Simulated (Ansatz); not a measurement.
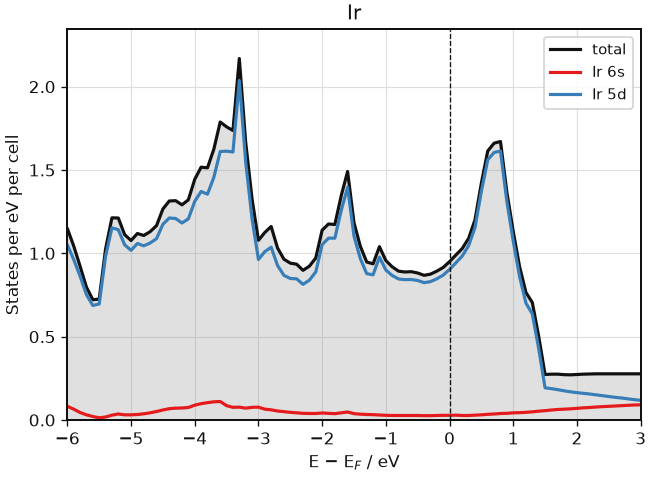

Density of states. Energies are counted from the Fermi level. The partial curves are projected on Löwdin-orthogonalised atomic shells.

This input was run:

```
crystal:
  lattice:
    - [0.0, 1.9353304885, 1.9353304885]
    - [1.9353304885, 0.0, 1.9353304885]
    - [1.9353304885, 1.9353304885, 0.0]
  atoms:
    - { symbol: Ir, position: [0.0, 0.0, 0.0] }
basis:
  ecutwfc: 420
kpoints:
  mp_grid: { grid: [18, 18, 18] }
  band_path:
    path:
      - [[0.0, 0.0, 0.0], [0.5, 0.0, 0.5], [0.625, 0.25, 0.625]]
      - [[0.375, 0.375, 0.75], [0.0, 0.0, 0.0], [0.5, 0.5, 0.5], [0.5, 0.25, 0.75], [0.5, 0.0, 0.5]]
    npoints: 14
hamiltonian:
  xc: pbe
scf:
  occupations: { method: gaussian, width: 0.1 }
  n_extra_bands: 6
output:
  forces: true
  stress: true
  eigenvalues: true
  populations: true
  dos: { projected: true, de: 0.02, nscf_kmesh: { grid: [27, 27, 27] } }
  bader: true
  write_density: true
  write_potential: true
  elf: true
  volumetric_format: npy
```

Launched with:
```bash
ansatz run input.yaml --threads 1 --pin off --max-ram 2560MiB --backend cpu --events-out ev --progress --plain --runs-dir out
```

Q: What is the density of states at the Fermi level?

A: It is a metal. The density of states at the Fermi level is about 0.96 per eV and cell (mean within 0.25 eV).

Q: Where is the tallest peak in the window, and which states make it?

A: The tallest peak in the window is at −3.3 eV; by projected weight it is Ir 5d almost alone.

Q: Which states dominate at the Fermi level?

A: By projected weight, the states within 0.3 eV of the Fermi level are Ir 5d almost alone.

Spin-orbit coupling is left out, which matters for Ir.
